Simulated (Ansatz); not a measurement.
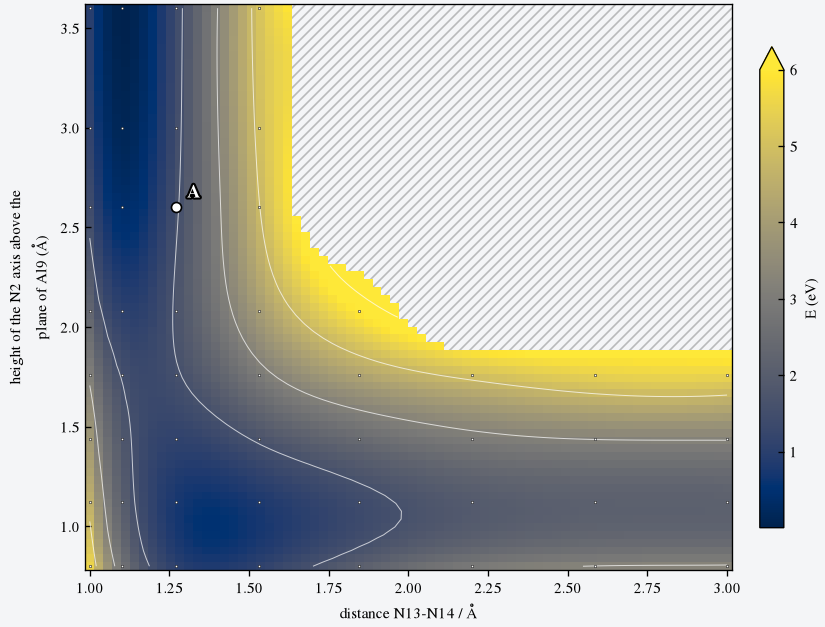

N₂ on an Al(100) slab cut from the Fm-3m phase, its upper half relaxed before the scan (12 atoms of substrate and one adsorbate in a 2 × 2 cell). N2 lies flat over one site of a rigid substrate while its bond length and height are varied; it sits over a hollow of the top layer over the deeper atom Al8, heights counted from the top plane, its axis along the first surface vector. The first coordinate is: distance N13-N14; the second: height of the N2 axis above the plane of Al9. The scan uses an 8 × 8 grid. At 15 points there is no value (left out: too close to the surface, or the stretched molecule far from it). Points are written as (first, second). Energies are in eV, from the lowest grid point. Theory: DFT PBE, scalar-relativistic, plane waves, PAW (Ansatz). Settings: cutoff 420 eV, k-mesh 5×5×1, gaussian smearing 0.1 eV, no spin polarisation.

Drawn: a smooth colour map with a few white contour lines, dots at the grid points, one colour for all values above the top of the scale, hatched blanks where no value was computed, the point A. Between grid points the surface is interpolated.

Which way does the force act at A, and how strong is it?

Answer. A, at (1.269 Å, 2.60 Å), is not a stationary point. The computed force is 11 eV for each Å towards smaller values of distance N13-N14 and 0.37 eV for each Å towards larger values of the second coordinate.
